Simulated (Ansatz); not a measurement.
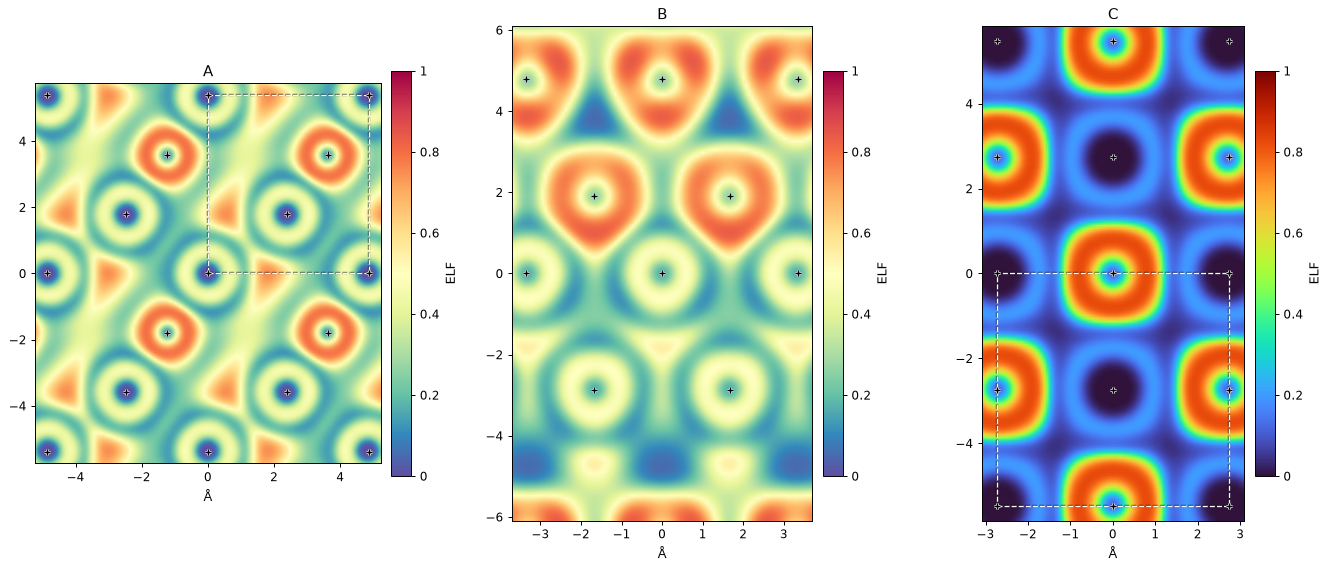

The electron localisation function of 3 systems, each on a plane through atoms (crosses mark nuclei in the plane).

All numbers below come from Ansatz, Kohn-Sham DFT of a periodic cell, PBEsol, all-electron PAW datasets made for the crystal.

System 1: AgCl, the (100) plane of the conventional cell. Space group Fm-3m.

```
Ag Cl
1.0
     5.47000    0.00000    0.00000
     0.00000    5.47000    0.00000
     0.00000    0.00000    5.47000
Ag Cl
4 4
Direct
  0.00000 0.00000 0.00000
  0.50000 0.50000 0.00000
  0.50000 0.00000 0.50000
  0.00000 0.50000 0.50000
  0.50000 0.00000 0.00000
  0.00000 0.50000 0.00000
  0.00000 0.00000 0.50000
  0.50000 0.50000 0.50000
```

System 2: Ta2N, the (110) plane of the conventional cell. Space group P-3m1; a structure from a database of computed crystals, not necessarily the ambient phase; computed pressure about −9 GPa in this cell.

```
Ta N
1.0
     3.11286    0.00000    0.00000
    -1.55643    2.69582    0.00000
     0.00000    0.00000    4.86984
Ta N
2 1
Direct
  0.33333 0.66667 0.25471
  0.66667 0.33333 0.74529
  0.00000 0.00000 0.00000
```

System 3: NbP, the (100) plane of the conventional cell. Space group I4₁md; a structure from a database of computed crystals, not necessarily the ambient phase; computed pressure about −6 GPa in this cell.

```yaml
crystal:
  lattice:
    - [0.00000, 3.34985, 0.00000]
    - [3.34985, 0.00000, 0.00000]
    - [0.00000, 0.00000, -11.48022]
  atoms:
    - { symbol: Nb, position: [0.00000, 0.50000, 0.75012] }
    - { symbol: Nb, position: [0.50000, 0.00000, 0.25012] }
    - { symbol: Nb, position: [0.00000, 0.00000, 0.50012] }
    - { symbol: Nb, position: [0.50000, 0.50000, 0.00012] }
    - { symbol: P, position: [0.50000, 0.00000, 0.66725] }
    - { symbol: P, position: [0.00000, 0.50000, 0.16725] }
    - { symbol: P, position: [0.00000, 0.00000, 0.91725] }
    - { symbol: P, position: [0.50000, 0.50000, 0.41725] }
```

> Match each panel to its system.

Panel A is system 2, Ta2N: the plane holds Ta and N. Ta–N (2.18 Å): the ELF peaks at about 0.80 in the valence shell of N, 0.6 Å from its nucleus, and drops to about 0.20 between the two atoms: no shared electron pair shows on this line. Panel B is system 3, NbP: the plane holds Nb and P. Nb–P (2.55 Å): the ELF peaks at about 0.80 in the valence shell of P, 0.8 Å from its nucleus, and is about 0.40 at the midpoint. Panel C is system 1, AgCl: the plane holds Ag and Cl. Ag–Cl (2.73 Å): the ELF peaks at about 0.80 in the valence shell of Cl, 0.8 Å from its nucleus, and drops to about 0.15 between the two atoms (no localised pair shows between them).
